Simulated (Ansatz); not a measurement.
Si₁₄C₁₅ (cell with a defect)

Si₁₄C₁₅ (cell with a defect), 58 atoms, a = 8.19 Å, b = 8.19 Å, c = 10.13 Å, α = 90.00°, β = 90.00°, γ = 120.00°.

Method: DFT PBE, scalar-relativistic, plane waves, PAW in Ansatz.

Q: What can the converged valence pseudo-density and electron localisation function tell about the bonding?

A: Si–C (1.88 Å): ρ is about 0.89 e/Å³ halfway; the ELF peaks at about 0.95 between the atoms; localised, covalent bonding.
Si–C (1.90 Å): ρ at the midpoint is about 0.86 e/Å³; the ELF peaks at about 0.95 between the atoms: a covalent bond.

Q: Does the calculation give a band gap?

A: It is gapped, with a Kohn–Sham gap of 1.7 eV on the k-point mesh, an upper bound to the gap of this method.

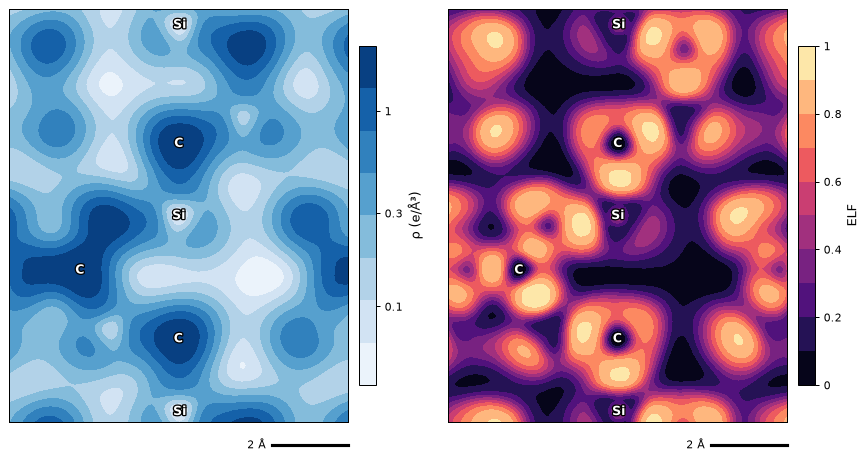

Computed valence pseudo-density and electron localisation function on the (100) plane of the calculation cell, in this order. Atoms just off the plane (Si, 0.3 Å away and C, 0.3 Å away) can leave unmarked features too.

Core electrons are frozen (PAW), and the valence fields are smoothed inside the atomic spheres.
